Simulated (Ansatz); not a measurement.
# Single-point calculation of Ti$_{18}$HO$_{36}$ (part 1 of 2)

System: Ti$_{18}$HO$_{36}$ (defect cell, 55 atoms in the cell).
Method: DFT PBE, scalar-relativistic, plane waves, PAW, spin-polarised (Ansatz 0.2.0).

The structure derives from a Materials Project entry.

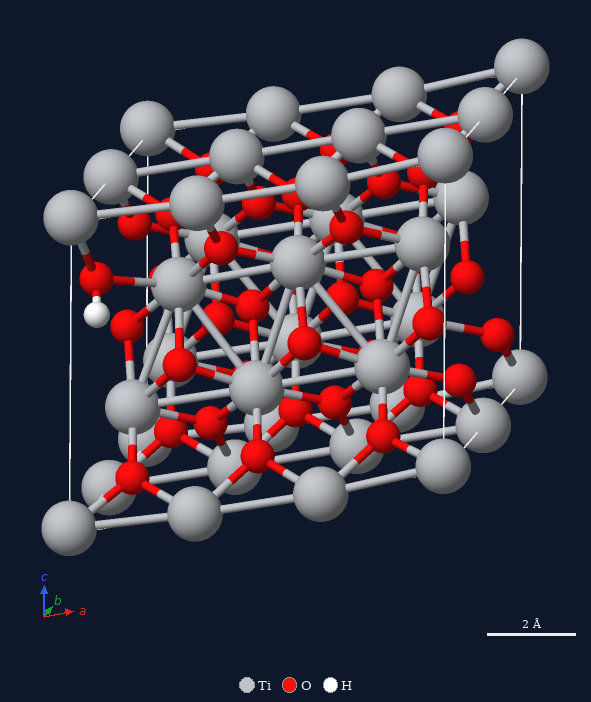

The structure as given in the input (ball-and-stick view of the cell of the calculation, seen slightly off an axis). An atom can appear more than once, as a periodic image.

**The input**
```yaml
crystal:
  lattice:
    - [8.904794, 0.0, 0.0]
    - [0.000416, 9.415214, 0.0]
    - [1.48357, 0.242353, 7.083465]
  atoms:
    - { symbol: Ti, position: [0.2317262736, 0.2766470276, 0.6767589122], spin: 0.2 }
    - { symbol: Ti, position: [0.2225944027, 0.7597505774, 0.6873813706] }
    - { symbol: Ti, position: [0.5550761263, 0.2543644674, 0.688424096] }
    - { symbol: Ti, position: [0.5563833912, 0.7572986938, 0.6861995106] }
    - { symbol: Ti, position: [0.8831969835, 0.2761046642, 0.6768247143] }
    - { symbol: Ti, position: [0.888016118, 0.7589755749, 0.6869179304] }
    - { symbol: Ti, position: [0.1176659776, 0.2440269111, 0.3147142056] }
    - { symbol: Ti, position: [0.1188818938, 0.7349163074, 0.3235910151] }
    - { symbol: Ti, position: [0.4509381099, 0.23452983, 0.3125709687] }
    - { symbol: Ti, position: [0.4505747771, 0.7491869428, 0.3158024778] }
    - { symbol: Ti, position: [0.7855754558, 0.2389456941, 0.3129051537] }
    - { symbol: Ti, position: [0.7795369181, 0.7351192578, 0.3227453757] }
    - { symbol: Ti, position: [0.0008639454, -0.008885837, 0.0204740232], spin: 0.07 }
    - { symbol: Ti, position: [0.0028980137, 0.5036313816, 0.0041379933], spin: 0.07 }
    - { symbol: Ti, position: [0.3355085545, 0.000436872, -0.0023964155], spin: 0.09 }
    - { symbol: Ti, position: [0.339716595, 0.5008379184, 0.0032866527], spin: 0.1 }
    - { symbol: Ti, position: [0.6721766549, -0.0012764362, -0.0059770676], spin: 0.09 }
    - { symbol: Ti, position: [0.6664005397, 0.499063895, 0.0057059883], spin: 0.1 }
    - { symbol: O, position: [0.1878032165, 0.403220763, 0.8763132041] }
    - { symbol: O, position: [0.1912752824, 0.9039326571, 0.8759354224] }
    - { symbol: O, position: [0.5248687482, 0.4062346523, 0.8716530689] }
    - { symbol: O, position: [0.5246308203, 0.9058684342, 0.8716868166] }
    - { symbol: O, position: [0.8607944002, 0.4034083619, 0.8756902052] }
    - { symbol: O, position: [0.8574158209, 0.9032991766, 0.876180721] }
    - { symbol: O, position: [0.0788396037, 0.3572572539, 0.5488890689] }
    - { symbol: O, position: [0.0778421281, 0.855245108, 0.5538901189] }
    - { symbol: O, position: [0.4132541779, 0.3560251796, 0.5474578021] }
    - { symbol: O, position: [0.4118665261, 0.8526314112, 0.5502666167] }
    - { symbol: O, position: [0.7447171678, 0.3566485719, 0.5473676596] }
    - { symbol: O, position: [0.7447605373, 0.8510843228, 0.5521099937] }
    - { symbol: O, position: [0.3048493307, 0.3481486977, 0.195992614] }
    - { symbol: O, position: [0.3028088499, 0.8498104092, 0.1995156551] }
    - { symbol: O, position: [0.6374457225, 0.3469498305, 0.1960650522] }
    - { symbol: O, position: [0.6378914551, 0.8491226585, 0.1992567649] }
    - { symbol: O, position: [0.9696170313, 0.3503480876, 0.1990824585] }
    - { symbol: O, position: [0.9695679347, 0.8469956438, 0.2034051907] }
    - { symbol: O, position: [0.0409579214, 0.1323471095, 0.774559336], spin: 0.2 }
    - { symbol: O, position: [0.036673608, 0.6522420571, 0.8044610303] }
    - { symbol: O, position: [0.3693984206, 0.1554373798, 0.8014060207] }
    - { symbol: O, position: [0.3687306597, 0.6519714457, 0.8044477232] }
    - { symbol: O, position: [0.7041150198, 0.155120787, 0.8009856581] }
    - { symbol: O, position: [0.7027872504, 0.6516046904, 0.8051305448] }
    - { symbol: O, position: [0.2615823484, 0.1505897463, 0.4487240324], spin: 0.2 }
    - { symbol: O, position: [0.2611830621, 0.6484904202, 0.4533701275] }
    - { symbol: O, position: [0.5953653836, 0.1490451442, 0.4520770273] }
    - { symbol: O, position: [0.5938608745, 0.6474436393, 0.4527490536] }
    - { symbol: O, position: [0.9288327674, 0.1509904125, 0.4488709757] }
    - { symbol: O, position: [0.9287387958, 0.6467670597, 0.4547573233] }
    - { symbol: O, position: [0.1473553571, 0.0984683405, 0.1232841926] }
    - { symbol: O, position: [0.1487635724, 0.5966310765, 0.1299534145] }
    - { symbol: O, position: [0.4830799835, 0.0945924123, 0.1263201231] }
    - { symbol: O, position: [0.4816513671, 0.5959236256, 0.1308462098] }
    - { symbol: O, position: [0.8181408557, 0.0974434163, 0.1229385875] }
    - { symbol: O, position: [0.815311692, 0.595852334, 0.1298595516] }
    - { symbol: H, position: [0.0571481649, 0.0599554138, 0.6770165014], spin: 0.2 }
magnetization:
  spin_polarized: true
basis:
  ecutwfc: 420
  fft_grid_basis: typed
kpoints:
  mp_grid: { grid: [2, 1, 2] }
hamiltonian:
  xc: pbe
  pseudopotentials: { kind: paw }
scf:
  occupations: { method: gaussian, width: 0.05 }
output:
  forces: true
  stress: false
  eigenvalues: true
  bader: true
  write_density: true
  volumetric_format: npy
  populations: true
```

Run on 8 threads of Arm Neoverse N1, 98 GiB of memory available, shared host.

Launch command:
```bash
ansatz run input.yaml --threads 8 --pin off --max-ram 16384MiB --backend cpu --events-out ev --progress --plain --runs-dir out
```

**Output**
```
Engine: ansatz 0.2.0, aarch64-unknown-linux-gnu
Pseudopotentials: kind: paw
Pseudopotential: Ti, paw, valence charge 12, recommended cutoff 420 eV (normal), Ti.paw.azcp
Pseudopotential: O, paw, valence charge 6, recommended cutoff 420 eV (normal), O.paw.azcp
Pseudopotential: H, paw, valence charge 1, recommended cutoff 420 eV (normal), H.paw.azcp
Functional definition: PBE
  parameter kappa = 0.804
  parameter beta = 0.06672455060314922
  exchange = pbe_x(kappa = kappa, mu = beta*pi^2/3)
  correlation = pbe_c(beta = beta)
Crystal: 55 atoms, lattice volume = 593.882 Å³
Basis set: ecut = 420 eV, 11597 PW (Γ), exchange–correlation on 120×128×100 points (8 copies of the dense FFT grid, shifted against one another)
Bands: 273, of which v1, the nominal top of the filled ones, is band 217 counted from 1 (216 counted from 0)
Symmetry: 1 space group operations
Space group: P1 (ITA 1), of the structure as read, at distance tolerance 8.4e-5 Å
Magnetic group: BNS 1.1 (UNI 1), of the structure as read, at distance tolerance 8.4e-5 Å
k-points: 4
Non-local potential: Ti, projectors of the file, l = 0: 3, l = 1: 2, l = 2: 3, l = 3: 1
Non-local potential: O, projectors of the file, l = 0: 2, l = 1: 2, l = 2: 1
Non-local potential: H, projectors of the file, l = 0: 2, l = 1: 1
PAW form: soft (Blöchl's): semilocal exchange-correlation on the pseudo side does not see the compensation charge
PAW one-centre angular grid: Ti, 590 points (default); XC on 64 Gauss nodes
PAW one-centre angular grid: O, 110 points (default); XC on 64 Gauss nodes
PAW one-centre angular grid: H, 110 points (default); XC on 64 Gauss nodes
Initial density: superposition of atomic densities (chi_scale 0.1, normalization cell, long waves kept (reshape's long-wave potential 0.08 eV rms))
Starting moments: Σ|m| = 1.32 μB on 10 of 55 sites
Initial wavefunctions: pseudopotential atomic-orbital guess
Functional: x = pbe(κ = 0.804, μ = 0.2195149727645171), c = pbe(β = 0.06672455060314922)
SCF iter   1: F=—  HF=-65513.895369 eV  |F-HF|=—  |Δ(HF+E_count)|=         —  Δρ=3.19e-2 (↑3.19e-2 ↓3.10e-2)  dr2=2.89e1  dr2_m=1.18e-1  M=0.010 μB ∫|m|=0.195 μB  β_m=0.30  ethr=3.10e-3  ⟨swp⟩=5.2  Hψ=8253  notcnv=0
Mixer restart at iter 1: flushing history
preconditioner: auto → Resta (q_TF=auto, 2.588 Å⁻¹)  ε∞=8.1  [insulator: Δε(μ)=0.135 eV  Ē_g=9.707 eV  σ=0.050 eV  W_gap=0.94  n_scr=172 (ndim 8)  ℏωp=25.9 eV  f_vac=0.000  D(μ)=3.16/eV (n_scr^D=8)  ε∞_Penn≈8.1]
spin=Collinear: Resta preconditioning applied to the charge; magnetization (m = ρ↑ − ρ↓) channel mixes plain (no charge-response kernel on spin).
SCF iter   2: F=—  HF=-65509.208866 eV  |F-HF|=—  |Δ(HF+E_count)|=    4.69e0  Δρ=2.14e-2 (↑2.10e-2 ↓2.14e-2)  dr2=1.32e1  dr2_m=6.12e-2  M=0.054 μB ∫|m|=0.186 μB  β_m=0.53  ethr=3.10e-3  ⟨swp⟩=3.0  Hψ=3699  notcnv=0  defer=318
SCF iter   3: F=—  HF=-65510.168725 eV  |F-HF|=—  |Δ(HF+E_count)|=   9.60e-1  Δρ=9.90e-3 (↑9.90e-3 ↓9.55e-3)  dr2=2.98e0  dr2_m=3.22e-2  M=0.698 μB ∫|m|=0.756 μB  β_m=0.63  ethr=3.04e-3  ⟨swp⟩=2.0  Hψ=3479  notcnv=0  defer=328
SCF iter   4: F=—  HF=-65510.134266 eV  |F-HF|=—  |Δ(HF+E_count)|=   3.45e-2  Δρ=5.92e-3 (↑5.92e-3 ↓5.52e-3)  dr2=9.08e-1  dr2_m=1.07e-3  M=0.729 μB ∫|m|=0.828 μB  β_m=0.59  ethr=6.89e-4  ⟨swp⟩=2.6  Hψ=3599  notcnv=0  defer=336
SCF iter   5: F=—  HF=-65510.098329 eV  |F-HF|=—  |Δ(HF+E_count)|=   3.59e-2  Δρ=2.71e-3 (↑2.45e-3 ↓2.71e-3)  dr2=1.49e-1  dr2_m=5.34e-3  M=0.950 μB ∫|m|=1.076 μB  β_m=0.68  ethr=2.10e-4  ⟨swp⟩=2.0  Hψ=3135  notcnv=0  defer=336
SCF iter   6: F=—  HF=-65510.177035 eV  |F-HF|=—  |Δ(HF+E_count)|=   7.87e-2  Δρ=1.59e-3 (↑1.59e-3 ↓1.55e-3)  dr2=7.01e-2  dr2_m=2.89e-4  M=0.959 μB ∫|m|=1.129 μB  β_m=0.64  ethr=3.44e-5  ⟨swp⟩=2.1  Hψ=3481  notcnv=0  defer=334
SCF iter   7: F=—  HF=-65510.192091 eV  |F-HF|=—  |Δ(HF+E_count)|=   1.51e-2  Δρ=5.57e-4 (↑5.57e-4 ↓5.24e-4)  dr2=7.50e-3  dr2_m=7.73e-5  M=0.970 μB ∫|m|=1.160 μB  β_m=0.78  ethr=1.62e-5  ⟨swp⟩=2.0  Hψ=3082  notcnv=0  defer=334
SCF iter   8: F=—  HF=-65510.198351 eV  |F-HF|=—  |Δ(HF+E_count)|=   6.26e-3  Δρ=3.31e-4 (↑3.31e-4 ↓3.03e-4)  dr2=2.86e-3  dr2_m=1.40e-5  M=0.972 μB ∫|m|=1.175 μB  β_m=0.73  ethr=1.73e-6  ⟨swp⟩=2.0  Hψ=3340  notcnv=0  defer=334
SCF iter   9: F=—  HF=-65510.198792 eV  |F-HF|=—  |Δ(HF+E_count)|=   4.41e-4  Δρ=1.53e-4 (↑1.53e-4 ↓1.46e-4)  dr2=5.81e-4  dr2_m=1.93e-6  M=0.974 μB ∫|m|=1.180 μB  β_m=0.69  ethr=6.62e-7  ⟨swp⟩=2.1  Hψ=3167  notcnv=0  defer=330
SCF iter  10: F=—  HF=-65510.198950 eV  |F-HF|=—  |Δ(HF+E_count)|=   1.58e-4  Δρ=7.17e-5 (↑7.17e-5 ↓6.76e-5)  dr2=1.38e-4  dr2_m=5.86e-7  M=0.973 μB ∫|m|=1.179 μB  β_m=0.68  ethr=1.34e-7  ⟨swp⟩=2.0  Hψ=3340  notcnv=0  defer=330
SCF iter  11: F=—  HF=-65510.198978 eV  |F-HF|=—  |Δ(HF+E_count)|=   2.82e-5  Δρ=3.88e-5 (↑3.88e-5 ↓3.57e-5)  dr2=3.84e-5  dr2_m=2.53e-7  M=0.973 μB ∫|m|=1.179 μB  β_m=0.67  ethr=3.19e-8  ⟨swp⟩=2.0  Hψ=3068  notcnv=0  defer=330
SCF iter  12: F=—  HF=-65510.198992 eV  |F-HF|=—  |Δ(HF+E_count)|=   1.36e-5  Δρ=1.66e-5 (↑1.66e-5 ↓1.54e-5)  dr2=6.96e-6  dr2_m=5.58e-8  M=0.972 μB ∫|m|=1.178 μB  β_m=0.69  ethr=8.86e-9  ⟨swp⟩=2.0  Hψ=3056  notcnv=0  defer=330
SCF iter  13: F=—  HF=-65510.198994 eV  |F-HF|=—  |Δ(HF+E_count)|=   2.36e-6  Δρ=8.58e-6 (↑8.58e-6 ↓8.28e-6)  dr2=2.06e-6  dr2_m=1.57e-8  M=0.972 μB ∫|m|=1.178 μB  β_m=0.73  ethr=1.61e-9  ⟨swp⟩=2.0  Hψ=3341  notcnv=0  defer=330
SCF iter  14: F=—  HF=-65510.198995 eV  |F-HF|=—  |Δ(HF+E_count)|=   6.35e-7  Δρ=7.01e-6 (↑7.01e-6 ↓6.37e-6)  dr2=1.23e-6  dr2_m=3.01e-9  M=0.972 μB ∫|m|=1.177 μB  β_m=0.63  ethr=4.76e-10  ⟨swp⟩=2.0  Hψ=3329  notcnv=0  defer=330
SCF iter  15: F=—  HF=-65510.198995 eV  |F-HF|=—  |Δ(HF+E_count)|=   9.82e-9  Δρ=1.68e-6 (↑1.68e-6 ↓1.58e-6)  dr2=7.82e-8  dr2_m=5.42e-10  M=0.972 μB ∫|m|=1.177 μB  β_m=0.75  ethr=2.85e-10  ⟨swp⟩=2.0  Hψ=3036  notcnv=0  defer=330
SCF iter  16: F=—  HF=-65510.198995 eV  |F-HF|=—  |Δ(HF+E_count)|=   5.95e-8  Δρ=1.04e-6 (↑1.04e-6 ↓8.93e-7)  dr2=3.22e-8  dr2_m=3.44e-10  M=0.972 μB ∫|m|=1.177 μB  β_m=0.81  ethr=1.81e-11  ⟨swp⟩=2.0  Hψ=3356  notcnv=0  defer=330
SCF iter  17: F=-65510.198995 eV  HF=-65510.198995 eV  |F-HF|=5.91e-9  |Δ(HF+E_count)|=   8.02e-9  Δρ=6.55e-7 (↑6.55e-7 ↓6.43e-7)  dr2=1.09e-8  dr2_m=3.12e-11  M=0.972 μB ∫|m|=1.177 μB  ethr=7.44e-12  ⟨swp⟩=8.9  Hψ=8719  notcnv=0
SCF 1 converged in 17 iterations: F = -65510.198995 eV  dr2 = 1.09e-8
  greatest PAW one-centre occupation: 0.999 electrons in one spin orbital (limit 2), on the Ti atom at site 13 (counted from 0), in its partial waves of l = 0
```

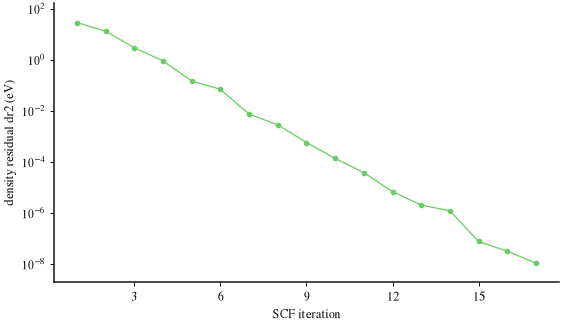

Convergence of the self-consistent field: density residual dr2 against the SCF iteration. The residual falls at every step.

```
SCF converged after 17 iterations
Magnetization: 0.9722 μB (216.9861 up, 216.0139 down)
Absolute magnetization: 1.1778 μB (∫|ρ↑−ρ↓|, with the PAW one-centre terms)
Spin contamination: 0.0030 ħ² per cell (⟨S²⟩ above its minimum at these occupations)
Per-site moments (μB) at R_I (Å): [(0.012112709383284433, 0.7585136509388031), (0.01626282398130617, 0.7991058988545975), (0.01975189911306043, 0.7897527607629418), (0.016881384309009193, 0.8052566876031246), (0.012229406762526682, 0.760663062950522), (0.015591283697135158, 0.8009911563035503), (0.016591336311446606, 0.8051961436207926), (0.014358439281260875, 0.7813192588048772), (0.016214705065724304, 0.7823970780908984), (0.019201357138365953, 0.7975765055347905), (0.0162355183865995, 0.7945857380362824), (0.014065918104934199, 0.783933477428818), (0.07493957233842646, 0.7608320790134792), (0.07475220166664132, 0.8043926237334602), (0.09233530184060161, 0.800796274997766), (0.09851929800067191, 0.8026229177050723), (0.0859628033974623, 0.7967443465906001), (0.09804472742564964, 0.7977294950375036), (-0.002579700566875191, 0.7766526395628675), (-0.0024285156635248314, 0.7991058988545975), (-0.003718623557413583, 0.807598483809324), (-0.001978020702471537, 0.8045528931989444), (-0.00247309404463345, 0.7769829529956646), (-0.0020576053349432967, 0.7967443465906001), (-0.001164188936302343, 0.7994674711861434), (-0.0009127692725993594, 0.8100691010446467), (-0.001513308315388206, 0.7585136509388031), (-0.001325321397617801, 0.8063109203259227), (-0.0014075945043880676, 0.760663062950522), (-0.0012763607662460168, 0.8026046469178989), (-0.0027132268218660535, 0.8039521577508121), (-0.0026822688363501773, 0.7975765055347905), (-0.0030936665445841, 0.7977294950375036), (-0.0024429653009294186, 0.7988010276652482), (-0.0025136912836559154, 0.8080458365805575), (-0.0030609331037240207, 0.7608320790134792), (-0.0003902501256387902, 0.4072567548268915), (-0.0023301058871009164, 0.8067773369448639), (-0.002462654175608267, 0.7897527607629418), (-0.0027976247297867283, 0.8079170706613643), (-0.002431996766496712, 0.7924905972800849), (-0.002567538948998472, 0.8077150191960862), (-0.0013119327065011263, 0.7941629551107299), (-0.0013834184363557883, 0.7813192588048772), (-0.001703165093334156, 0.8041268022934305), (-0.0011192175527936815, 0.783933477428818), (-0.0009663320925497442, 0.7979978892376481), (-0.00119321759498613, 0.7983964135898148), (-0.0025075076096478586, 0.7962390037527788), (-0.0011863026058746258, 0.7936070110474813), (-0.0032064355479477593, 0.7823970780908984), (-0.002118175975547196, 0.8026229177050723), (-0.0026753186656670257, 0.7945857380362824), (-0.001176734685662423, 0.7947362995863774), (1.5259968013431427e-5, 0.4072567548268915)]
Free energy (F): -65510.198995 eV
Harris-Foulkes:  -65510.198995 eV  (|F-HF|=5.91e-9)
Internal energy: -65510.195044 eV  (E = F + TS)
E sigma→0 (E₀):  -65510.197019 eV
Entropy (-TS):   -0.003951 eV (-0.072 meV/atom)
Fermi energy:    10.413035 eV
--- Per-component energies (eV) ---
  E_band       = -3869.787585
  E_kinetic    = 11241.344613
  E_local      = -31057.015018  (includes V_loc(G=0)·N_el)
  E_nonlocal   = 1776.697778
  E_hartree    = 12042.648919
  E_xc         = -4444.455523
  E_vxc        = -5628.949977  (∫ρ·V_xc dr)
  E_paw        = -24501.531565  (= ΣΔE_a)
  E_vpaw       = -4287.255836  (= ΣTr[D̂ρ^β])
  E_aug_tail   = 0.090658  (compensation charges beyond the density's cutoff)
  E_ewald      = -30567.974906
  E_smearing   = -0.003951  (= −TS)
  E_closure    = -0.000000  (closes the sum)
  Σ components = -65510.198995   (vs F -65510.198995, Δ=0.00e0)
--- Forces (eV/Å), atoms counted from 1 ---
  atom   1  Ti     0.03240554    -0.01547681     0.02580263
  atom   2  Ti    -0.00021781    -0.00329264    -0.02065110
  atom   3  Ti    -0.01578424     0.01747308     0.01141835
  atom   4  Ti    -0.00315412     0.01278038    -0.01523004
  atom   5  Ti    -0.01339309    -0.01533591     0.03189768
  atom   6  Ti     0.00377951     0.00963584    -0.01524376
  atom   7  Ti     0.01102069    -0.00408908    -0.01094983
  atom   8  Ti     0.02668479    -0.02855447     0.01238972
  atom   9  Ti     0.00348576    -0.01386377    -0.03783305
  atom  10  Ti    -0.02053732    -0.00066778     0.02296329
  atom  11  Ti    -0.01609748    -0.00967187    -0.02897156
  atom  12  Ti     0.00528690     0.00255149     0.04135289
  atom  13  Ti    -0.01076267    -0.03972090     0.01735804
  atom  14  Ti     0.00588981     0.04507033    -0.01033735
  atom  15  Ti     0.00786026    -0.03438059     0.00280932
  atom  16  Ti     0.00358951     0.03548701    -0.00681601
  atom  17  Ti     0.00118085    -0.02557259     0.01498628
  atom  18  Ti    -0.02008273     0.01766649    -0.01292988
  atom  19  O     -0.00641963    -0.02440314    -0.02294873
  atom  20  O      0.00131042     0.02436314     0.01212098
  atom  21  O      0.00781821    -0.02494717    -0.01574317
  atom  22  O     -0.00466641     0.02481759     0.01465105
  atom  23  O      0.01029855    -0.02845912    -0.02481423
  atom  24  O      0.00311320     0.01960878    -0.00431042
  atom  25  O     -0.00879266     0.01777615    -0.01909755
  atom  26  O     -0.00821417    -0.00611345     0.03110475
  atom  27  O     -0.02159681     0.01154955     0.01015338
  atom  28  O      0.00412470    -0.00842769     0.00047162
  atom  29  O      0.02069985     0.01667870    -0.00174883
  atom  30  O      0.00340424    -0.00795995    -0.00317366
  atom  31  O     -0.00072765    -0.01901510     0.02672650
  atom  32  O      0.00156728     0.01669315    -0.01528954
  atom  33  O      0.01120957    -0.02394684     0.02545466
  atom  34  O      0.00382950     0.01165036    -0.02029934
  atom  35  O      0.00168551    -0.01648386     0.02018394
  atom  36  O     -0.01105567     0.03018524    -0.02322116
  atom  37  O     -0.00213281     0.02345857    -0.02413848
  atom  38  O     -0.00302872    -0.02285286     0.02153756
  atom  39  O      0.00110811     0.01341153    -0.02078831
  atom  40  O      0.00327715    -0.00917924     0.01674470
  atom  41  O      0.00701933     0.01763606    -0.01632476
  atom  42  O      0.00578231    -0.01013326     0.01202653
  atom  43  O     -0.00810963    -0.02015877     0.00135312
  atom  44  O     -0.00371935     0.01209014    -0.00910036
  atom  45  O      0.00480179    -0.00138386     0.00853765
  atom  46  O      0.00403104     0.00933479    -0.01831991
  atom  47  O     -0.00587244    -0.01259927     0.00044602
  atom  48  O     -0.00875545    -0.00214886    -0.00383202
  atom  49  O      0.00355572     0.04166696     0.03036942
  atom  50  O     -0.00714313    -0.02830421    -0.02147318
  atom  51  O     -0.00075734     0.01326854     0.00541414
  atom  52  O      0.00114322    -0.01163341    -0.01430068
  atom  53  O     -0.00095614     0.04582866     0.02919863
  atom  54  O      0.00010637    -0.01230958    -0.00028145
  atom  55  H      0.00090351    -0.00958495    -0.00930122
  max |Σ_I F_I| component: 1.15e-5 eV/Å
--- Band table (eV; the first three rows and the last of 8) ---
```
